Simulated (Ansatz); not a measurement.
The structure in question:

```cif
data_structure
_symmetry_space_group_name_H-M 'P 1'
_symmetry_Int_Tables_number 1
_cell_length_a 4.0629
_cell_length_b 4.0629
_cell_length_c 8.0326
_cell_angle_alpha 90.000
_cell_angle_beta 90.000
_cell_angle_gamma 90.000
_cell_volume 132.60
loop_
_atom_site_label
_atom_site_type_symbol
_atom_site_fract_x
_atom_site_fract_y
_atom_site_fract_z
_atom_site_occupancy
Ti1 Ti 0.50000 0.00000 0.75000 1
Ti2 Ti 0.50000 0.50000 0.50000 1
Ti3 Ti 0.00000 0.50000 0.75000 1
O1 O 0.50000 0.00000 0.50000 1
O2 O 0.00000 0.00000 0.74294 1
O3 O 0.00000 0.50000 0.50000 1
O4 O 0.50000 0.50000 0.75706 1
Ti4 Ti 0.00000 0.50000 0.25000 1
Ti5 Ti 0.00000 0.00000 0.00000 1
Ti6 Ti 0.50000 0.00000 0.25000 1
O5 O 0.00000 0.50000 0.00000 1
O6 O 0.50000 0.50000 0.24294 1
O7 O 0.50000 0.00000 0.00000 1
O8 O 0.00000 0.00000 0.25706 1
```

> Characterise the structure given above.

The material is Ti3O4. The symmetry is that of I4/mmm (No. 139), on a body-centred tetragonal lattice. Atoms per cell: 14 (6 Ti, 8 O). Each Ti has eight Ti and six O (2.86 to 2.87 Å to Ti, 2.01 to 2.06 Å to O). O takes two kinds of site: 4c with four Ti in a square planar arrangement at 2.01 to 2.03 Å; 4e with five Ti in a square pyramidal arrangement at 2.03 to 2.06 Å. The bonds build a three-dimensional framework.

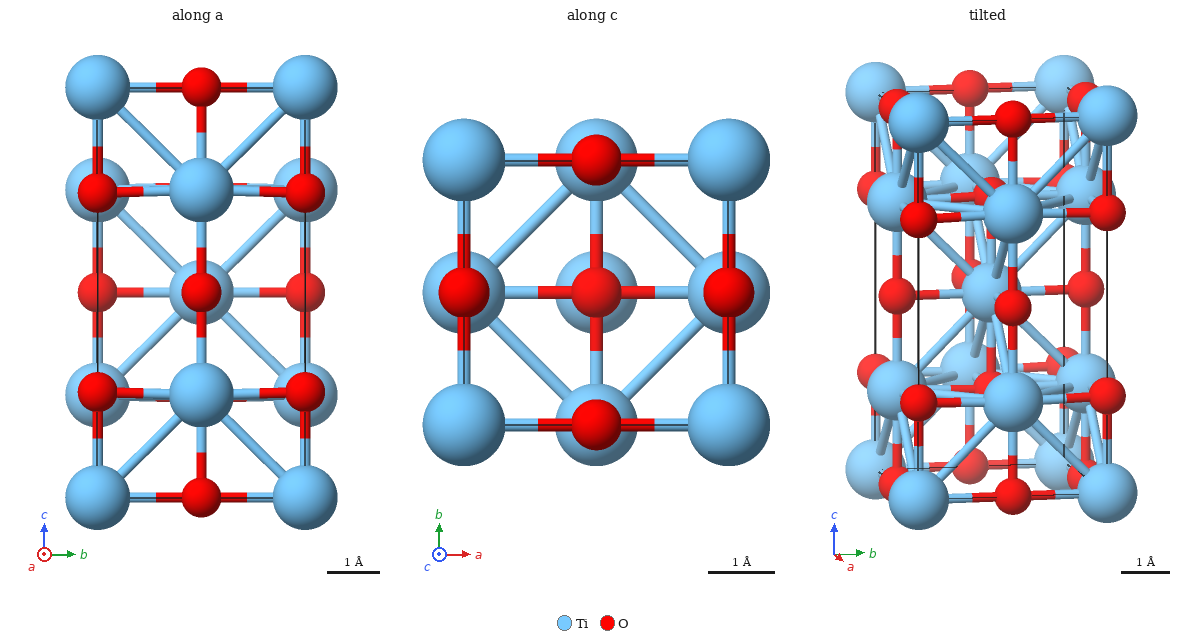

The crystal in a ball-and-stick representation, seen along the a axis, along the c axis and slightly off an axis. Lines trace the edges of the conventional unit cell. Colours: titanium blue, oxygen red.

Origin of the cell: a structure listed in the Materials Project. Earlier steps of the study, as a rule a relaxation of our own, may have changed the cell and positions, so they can lie some per cent off the listed ones. It was the input of a calculation with Ansatz.
